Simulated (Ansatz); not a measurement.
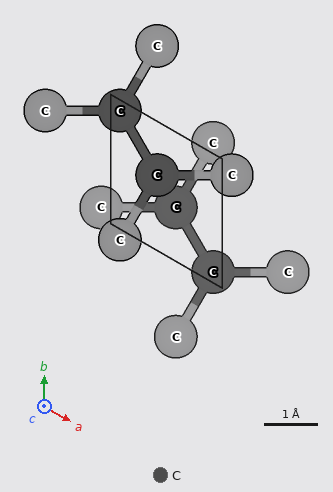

**Figure 1.** The structure as given in the input (ball-and-stick view of the cell of the calculation, along the c axis; neighbours outside the cell are drawn fainter).

**C: single-point calculation**

C (Cmme, 4 atoms in the cell), computed with DFT PBE+D3(BJ), scalar-relativistic, plane waves, PAW, spin-polarised (Ansatz 0.2.0).

The structure derives from a Materials Project entry.

Log
```
Engine: ansatz 0.2.0, x86_64-unknown-linux-gnu
Pseudopotentials: kind: paw
Pseudopotential: C, paw, valence charge 4, recommended cutoff 420 eV (normal), C.paw.azcp
Functional definition: PBE
  parameter kappa = 0.804
  parameter beta = 0.06672455060314922
  exchange = pbe_x(kappa = kappa, mu = beta*pi^2/3)
  correlation = pbe_c(beta = beta)
Crystal: 4 atoms, lattice volume = 37.475 Å³
Basis set: ecut = 420 eV, 713 PW (Γ), exchange–correlation on 36×36×96 points (8 copies of the dense FFT grid, shifted against one another)
Bands: 14, of which v1, the nominal top of the filled ones, is band 8 counted from 1 (7 counted from 0)
Symmetry: 8 space group operations
Space group: Cmme (ITA 67), of the structure as read, at distance tolerance 3.3e-5 Å
Magnetic group: BNS 67.501 (UNI 599), of the structure as read, at distance tolerance 3.3e-5 Å
k-points: 129 of 576
Non-local potential: C, projectors of the file, l = 0: 2, l = 1: 2, l = 2: 1
PAW form: soft (Blöchl's): semilocal exchange-correlation on the pseudo side does not see the compensation charge
PAW one-centre angular grid: C, 110 points (default); XC on 64 Gauss nodes
Initial density: superposition of atomic densities (chi_scale 0.1, normalization cell)
Starting moments: Σ|m| = 4 μB on 4 of 4 sites
Initial wavefunctions: pseudopotential atomic-orbital guess
Functional: x = pbe(κ = 0.804, μ = 0.2195149727645171), c = pbe(β = 0.06672455060314922)
SCF iter   1: F=—  HF=-1004.871472 eV  |F-HF|=—  |Δ(HF+E_count)|=         —  Δρ=1.22e-1 (↑7.14e-2 ↓1.22e-1)  dr2=5.44e0  dr2_m=2.02e0  M=0.056 μB ∫|m|=0.104 μB  β_m=0.30  ethr=3.10e-3  ⟨swp⟩=5.4  Hψ=18635  notcnv=0
preconditioner: auto → none  [insulator: Δε(μ)=0.449 eV  Ē_g=17.968 eV  σ=0.100 eV  W_gap=1.00  n_scr=4 (ndim 8)  ℏωp=24.3 eV  f_vac=0.000  D(μ)=0.00/eV (n_scr^D=0)  ε∞_Penn≈2.8]
SCF iter   2: F=—  HF=-1004.142735 eV  |F-HF|=—  |Δ(HF+E_count)|=   7.29e-1  Δρ=7.98e-2 (↑4.98e-2 ↓7.98e-2)  dr2=1.79e0  dr2_m=1.00e0  M=0.056 μB ∫|m|=0.082 μB  β_m=0.30  ethr=3.10e-3  ⟨swp⟩=2.3  Hψ=8664  notcnv=0  defer=386
SCF iter   3: F=—  HF=-1003.919572 eV  |F-HF|=—  |Δ(HF+E_count)|=   2.23e-1  Δρ=3.93e-2 (↑3.93e-2 ↓3.78e-2)  dr2=2.87e-2  dr2_m=4.91e-1  M=0.049 μB ∫|m|=0.070 μB  β_m=0.30  ethr=3.10e-3  ⟨swp⟩=3.0  Hψ=8220  notcnv=0  defer=403
SCF iter   4: F=—  HF=-1004.120269 eV  |F-HF|=—  |Δ(HF+E_count)|=   2.01e-1  Δρ=2.68e-2 (↑2.68e-2 ↓2.68e-2)  dr2=3.84e-3  dr2_m=2.43e-1  M=0.039 μB ∫|m|=0.055 μB  β_m=0.30  ethr=1.80e-4  ⟨swp⟩=1.6  Hψ=5670  notcnv=0  defer=391
SCF iter   5: F=—  HF=-1004.218917 eV  |F-HF|=—  |Δ(HF+E_count)|=   9.86e-2  Δρ=1.88e-2 (↑1.87e-2 ↓1.88e-2)  dr2=1.83e-5  dr2_m=1.21e-1  M=0.033 μB ∫|m|=0.044 μB  β_m=0.30  ethr=2.40e-5  ⟨swp⟩=2.3  Hψ=4917  notcnv=0  defer=391
SCF iter   6: F=—  HF=-1004.266947 eV  |F-HF|=—  |Δ(HF+E_count)|=   4.80e-2  Δρ=1.33e-2 (↑1.33e-2 ↓1.33e-2)  dr2=6.91e-6  dr2_m=6.07e-2  M=0.027 μB ∫|m|=0.035 μB  β_m=0.30  ethr=1.15e-7  ⟨swp⟩=3.2  Hψ=6696  notcnv=0  defer=393
Mixer restart at iter 6: flushing history
spin-set hold released at iteration 6 (site moments contracting): the magnetisation degrees of freedom join the quasi-Newton model from the next iteration; the mixer history was flushed
SCF iter   7: F=—  HF=-1004.291068 eV  |F-HF|=—  |Δ(HF+E_count)|=   2.41e-2  Δρ=9.47e-3 (↑9.47e-3 ↓9.45e-3)  dr2=3.64e-6  dr2_m=3.07e-2  M=0.021 μB ∫|m|=0.027 μB  β_m=0.65  ethr=4.32e-8  ⟨swp⟩=3.3  Hψ=6658  notcnv=0  defer=393
SCF iter   8: F=—  HF=-1004.316059 eV  |F-HF|=—  |Δ(HF+E_count)|=   2.50e-2  Δρ=3.03e-4 (↑3.02e-4 ↓3.03e-4)  dr2=1.70e-7  dr2_m=3.14e-5  M=0.001 μB ∫|m|=0.003 μB  β_m=0.82  ethr=2.28e-8  ⟨swp⟩=3.3  Hψ=7687  notcnv=0  defer=394
SCF iter   9: F=—  HF=-1004.316094 eV  |F-HF|=—  |Δ(HF+E_count)|=   3.46e-5  Δρ=9.21e-5 (↑9.21e-5 ↓9.13e-5)  dr2=3.19e-7  dr2_m=2.87e-6  M=0.000 μB ∫|m|=0.001 μB  β_m=0.91  ethr=1.06e-9  ⟨swp⟩=3.2  Hψ=7408  notcnv=0  defer=395
SCF iter  10: F=—  HF=-1004.316099 eV  |F-HF|=—  |Δ(HF+E_count)|=   5.10e-6  Δρ=1.98e-5 (↑1.96e-5 ↓1.98e-5)  dr2=3.09e-6  dr2_m=3.26e-9  M=0.000 μB ∫|m|=0.000 μB  β_m=0.63  ethr=1.06e-9  ⟨swp⟩=3.1  Hψ=6826  notcnv=0  defer=395
iter 11 did not close the SCF: its close was put off for a magnetic moment that had not settled (scf_convergence_deferred on its scf_iter line)
SCF iter  11: F=-1004.316098 eV  HF=-1004.316098 eV  |F-HF|=5.39e-9  |Δ(HF+E_count)|=   8.88e-7  Δρ=3.06e-6 (↑3.06e-6 ↓2.98e-6)  dr2=5.91e-10  dr2_m=3.08e-9  M=0.000 μB ∫|m|=0.000 μB  β_m=0.75  ethr=6.25e-10  ⟨swp⟩=8.4  Hψ=20717  notcnv=0
iter 12 did not close the SCF: its close was put off for a magnetic moment that had not settled (scf_convergence_deferred on its scf_iter line)
SCF iter  12: F=-1004.316098 eV  HF=-1004.316098 eV  |F-HF|=2.19e-10  |Δ(HF+E_count)|=   6.40e-9  Δρ=6.63e-7 (↑6.63e-7 ↓5.77e-7)  dr2=3.46e-11  dr2_m=1.27e-10  M=0.000 μB ∫|m|=0.000 μB  β_m=0.79  ethr=3.69e-12  ⟨swp⟩=1.1  Hψ=10011  notcnv=0
SCF iter  13: F=-1004.316098 eV  HF=-1004.316098 eV  |F-HF|=6.14e-12  |Δ(HF+E_count)|=  2.70e-10  Δρ=7.88e-8 (↑7.00e-8 ↓7.88e-8)  dr2=1.55e-13  dr2_m=1.83e-12  M=0.000 μB ∫|m|=0.000 μB  ethr=1.00e-12  ⟨swp⟩=1.0  Hψ=9906  notcnv=0
WARN: the starting moments were not kept: the SCF closed with an absolute magnetisation of 8.7e-7 μB, where they sum to 4 μB in size (4 sites). That is at most 0.1 of that sum. Measured as dr2_m measures the in/out step, that magnetisation stands 1.0e-13 eV from none, at or under the dr2_threshold of 1.0e-7 eV: it is no larger than a step whose dr2_m would equal this threshold. The system may hold no moment; this SCF shows only that its start led to no more than that. To try another start: raise the starting moments (crystal.atoms[].spin, magnetization.per_species, magnetization.initial_magnetization, or on a non-collinear deck that types none of these the spinor_matrix: blocks that start its atoms; where the total moment is fixed, keep their sum and leave initial_magnetization as it is; typed ones take the place of any that the run laid by itself, positive ones on a crystal's lanthanoids without a Hubbard term where scf.initial_density.shell_occupations: [] is typed) or, if the notice of its spin-set hold's release reads "site moments contracting" or "site moments show no strong build", lengthen the hold (scf.mixing.spin_hold: { on: { confirm: 4 } }; for m-r²SCAN on two components see the key's manual first). Each may lead to a state that holds a moment. A second SCF, from the converged charge density, with the starting moments and any scf.initial_density.shell_occupations laid on it anew, would have followed, and was not run: the deck does not ask for one (magnetization.retry_lost_moments is false, the default). To let it run, set magnetization.retry_lost_moments: true and run the deck again, where that key's refused combinations let it; where memory then withholds it, that run's warning says so.
SCF 1 converged in 13 iterations: F = -1004.316098 eV  dr2 = 1.55e-13
  greatest PAW one-centre occupation: 0.675 electrons in one spin orbital (limit 2), on the C atom at site 3 (counted from 0), in its partial waves of l = 0
```

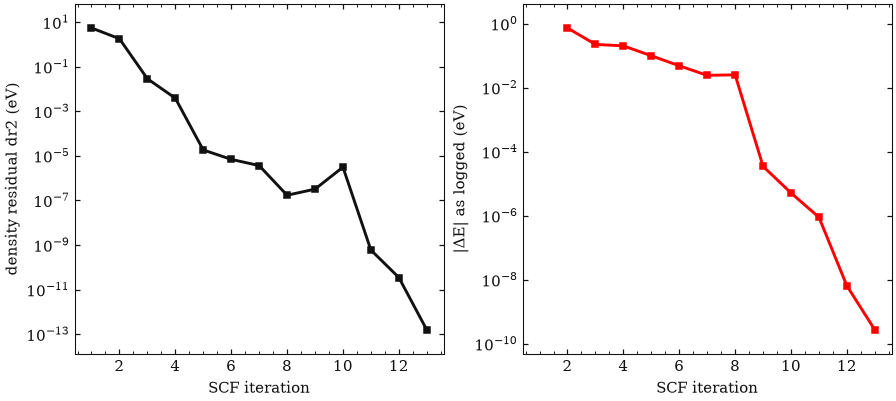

**Figure 2.** Convergence of the self-consistent field: density residual dr2 and size of the energy change against the SCF iteration. The residual comes down, with one marked jump up, by a factor of about 10, at step 10.

```
SCF converged after 13 iterations
Magnetization: 0.0000 μB (8.0000 up, 8.0000 down)
Absolute magnetization: 0.0000 μB (∫|ρ↑−ρ↓|, with the PAW one-centre terms)
Spin contamination: 0.0000 ħ² per cell (⟨S²⟩ above its minimum at these occupations)
Per-site moments (μB) at R_I (Å): [(2.16343618426017e-8, 0.5847801119519418), (2.1634361829193897e-8, 0.5847801119519418), (2.1634361830933236e-8, 0.5847801119519418), (2.163436183191625e-8, 0.5847801119519418)]
Free energy (F): -1004.316098 eV
Harris-Foulkes:  -1004.316098 eV  (|F-HF|=6.14e-12)
Internal energy: -1004.315062 eV  (E = F + TS)
E sigma→0 (E₀):  -1004.315580 eV
Entropy (-TS):   -0.001036 eV (-0.259 meV/atom)
Fermi energy:    6.346357 eV
--- Per-component energies (eV) ---
  E_band       = -45.295134
  E_kinetic    = 364.885958
  E_local      = -688.525958  (includes V_loc(G=0)·N_el)
  E_nonlocal   = 109.529124
  E_hartree    = 217.165239
  E_xc         = -192.333496
  E_vxc        = -238.143577  (∫ρ·V_xc dr)
  E_paw        = -397.504710  (= ΣΔE_a)
  E_vpaw       = -27.371182  (= ΣTr[D̂ρ^β])
  E_aug_tail   = 0.000029  (compensation charges beyond the density's cutoff)
  E_ewald      = -416.953384
  E_disp       = -0.577863  (pairwise vdW)
  E_smearing   = -0.001036  (= −TS)
  E_closure    = -0.000000  (closes the sum)
  Σ components = -1004.316098   (vs F -1004.316098, Δ=0.00e0)
--- Forces (eV/Å), atoms counted from 1 ---
  atom   1  C      0.00000000     0.02409932    -0.00487170
  atom   2  C      0.00000000     0.02409932     0.00487170
  atom   3  C     -0.00000000    -0.02409932     0.00487170
  atom   4  C     -0.00000000    -0.02409932    -0.00487170
  max |Σ_I F_I| component: 0.00e0 eV/Å
--- Stress (GPa, compression-positive) ---
        4.787514      -0.000000       0.000000
       -0.000000       4.564459      -0.000000
        0.000000      -0.000000      -1.375060
  P = ⅓ Tr σ = 2.6590 GPa (26.590 kbar)
--- Band table (eV; the first three rows and the last of 258) ---
  k-point 0 ↑: bands = ["-13.3421", "-13.1667", "-1.9928", "-0.6145", "3.3156", "3.3212", "3.3221", "3.3400", "10.1153", "14.7359", "14.7689", "14.7889", "14.7913", "15.4050"]
  k-point 1 ↑: bands = ["-13.3177", "-13.1930", "-1.8174", "-0.8474", "3.3165", "3.3209", "3.3251", "3.3375", "10.7091", "14.2492", "14.7443", "14.7716", "14.7835", "14.7866"]
  k-point 2 ↑: bands = ["-13.2654", "-13.2470", "-1.4065", "-1.3132", "3.3181", "3.3190", "3.3300", "3.3324", "12.1702", "12.3713", "14.7605", "14.7668", "14.7776", "14.7801"]
  k-point 128 ↓: bands = ["-7.9652", "-7.9510", "-6.9677", "-6.9570", "-0.0986", "-0.0949", "3.9274", "4.0037", "7.9823", "8.0520", "13.8413", "13.8653", "18.6111", "18.7196"]
--- Löwdin populations: 4 sites ---
  site symbol       q [e]    m [muB]
     0      C      3.9632     0.0000
     1      C      3.9632     0.0000
     2      C      3.9632     0.0000
     3      C      3.9632     0.0000
  spilling = 0.009188 (of n_electrons = 16.000000)
```

File populations.tsv
```
# site	symbol	l	j	q_up	q_dn
# orbitals = lowdin
# n_electrons = 16.000000
# spilling = 0.009188
0	C	0_2S	-	0.452177	0.452177
0	C	1_2P	-	1.529447	1.529447
1	C	0_2S	-	0.452177	0.452177
1	C	1_2P	-	1.529447	1.529447
2	C	0_2S	-	0.452177	0.452177
2	C	1_2P	-	1.529447	1.529447
3	C	0_2S	-	0.452177	0.452177
3	C	1_2P	-	1.529447	1.529447
```

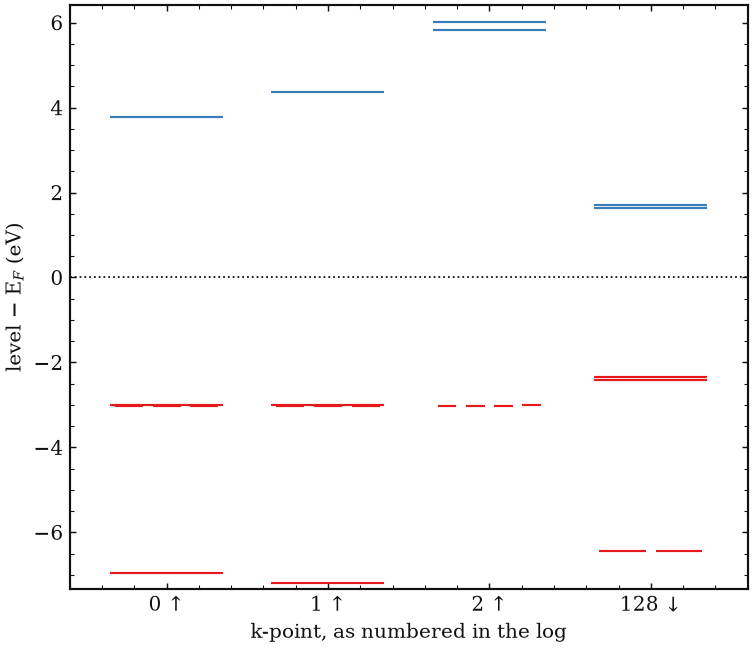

**Figure 3.** Kohn–Sham levels near the Fermi level (dotted) at the few k-points that the log prints; levels within 0.02 eV of each other stand side by side. Among these points the highest filled and lowest empty levels are 3.98 eV apart; the gap on the full mesh, 0.02 eV, has an edge at a point that isn't printed.

This output came from the following input.

Input file
```yaml
crystal:
  lattice:
    - [1.22804797, -2.12706182, 0.0]
    - [1.22804797, 2.12706182, 0.0]
    - [0.0, 0.0, 7.17326776]
  atoms:
    - { symbol: C, position: [0.08337946, 0.91662054, 0.7531376], spin: 1.0 }
    - { symbol: C, position: [0.58337946, 0.41662054, 0.2468624], spin: 1.0 }
    - { symbol: C, position: [0.91662054, 0.08337946, 0.2468624], spin: 1.0 }
    - { symbol: C, position: [0.41662054, 0.58337946, 0.7531376], spin: 1.0 }
basis:
  ecutwfc: 420
kpoints:
  mp_grid: { grid: [12, 12, 4] }
hamiltonian:
  xc: pbe
  dispersion: d3bj
scf:
  occupations: { method: gaussian, width: 0.1 }
  lower_state_search: "off"
output:
  forces: true
  stress: true
  eigenvalues: true
  populations: true
magnetization:
  spin_polarized: true
```

Launched with:
```bash
ansatz run input.yaml --threads 1 --pin off --max-ram 2560MiB --backend cpu --events-out ev --progress --plain --runs-dir out
```

Results in brief

```tsv
quantity	value
outcome	converged
space group (tolerance 0.01 Å)	Cmme (67)
electrons treated	16
free energy	−1004.3161 eV
Fermi energy	6.346 eV
gap on the k-point mesh	0.02 eV
net moment of the cell	0.00 μB
integrated absolute moment	0.00 μB
pressure	2.66 GPa
largest force (length of the vector)	0.025 eV/Å
hardware	1 thread of Intel Xeon (Sapphire Rapids), 32 GiB of memory available, shared host
wall time	9 s
peak memory	0.42 GiB
```

Warnings of the run: some starting moments were not kept.
